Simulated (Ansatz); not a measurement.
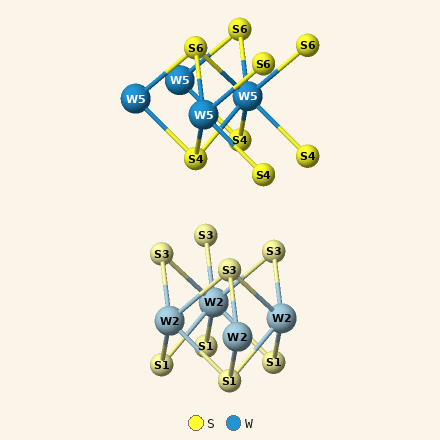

The system is a bilayer of two WS₂ sheets (1H type) (6 atoms in the cell); the picture shows the reference structure; the lower layer is drawn fainter. 
- The upper layer of a bilayer is slid along a line and lifted, both layers rigid.
- First axis: slide of the upper layer along the first surface vector, from S4 above S3. Second axis: distance between the facing planes of atoms.
- The scan uses a 6 × 6 grid; 24 points were computed and 12 follow by symmetry.
- Points are written as (first, second).
- Energies are in J/m², from the lowest grid point.
- Level of theory: DFT PBE+D3(BJ), scalar-relativistic, plane waves, PAW in Ansatz. Settings: cutoff 420 eV, k-mesh 9×9×1, gaussian smearing 0.05 eV, no spin polarisation.

Its coordinates:

```
CELL_PARAMETERS angstrom
3.15955 0.00000 0.00000
-1.57977 2.73625 0.00000
0.00000 0.00000 23.80426
ATOMIC_POSITIONS crystal
S 0.33333 0.66667 0.18904
W 0.66667 0.33333 0.25525
S 0.33333 0.66667 0.32146
S 0.83333 0.66667 0.44497
W 0.16667 0.33333 0.51118
S 0.83333 0.66667 0.57739
```

Range: slide of the upper layer along the first surface vector from 0.00 to 2.63 Å; distance between the facing planes of atoms from 2.94 to 4.74 Å.

### What landscape does the calculation give?

The lowest grid point is at (1.58 Å, 2.94 Å). It is the only kind of minimum in the scanned range. The highest grid point, (0.00 Å, 2.94 Å), lies 0.402 J/m² above the lowest. On the interpolated surface the easiest way out of the lowest well to its copy in the next cell or period passes a barrier of about 0.13 J/m².

```tsv
second ↓, first →	0.00	0.53	1.05	1.58	2.11	2.63
4.74	0.290	0.290	0.290	0.290	0.290	0.290
4.14	0.201	0.200	0.196	0.194	0.196	0.200
3.74	0.142	0.134	0.119	0.111	0.119	0.134
3.46	0.129	0.109	0.070	0.051	0.070	0.109
3.21	0.183	0.137	0.050	0.009	0.050	0.137
2.94	0.402	0.293	0.092	0.000	0.092	0.293
```

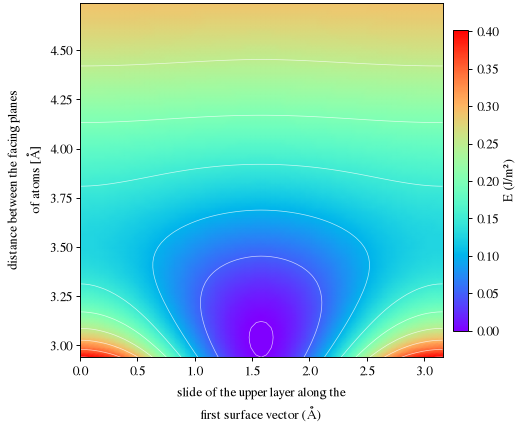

In the figure: a smooth colour map with a few white contour lines. Between grid points the surface is interpolated.

Time for the 24 points that were run: 11 min on 1 thread of Arm Neoverse V1 (shared host).

PAW datasets: the set soft_1.
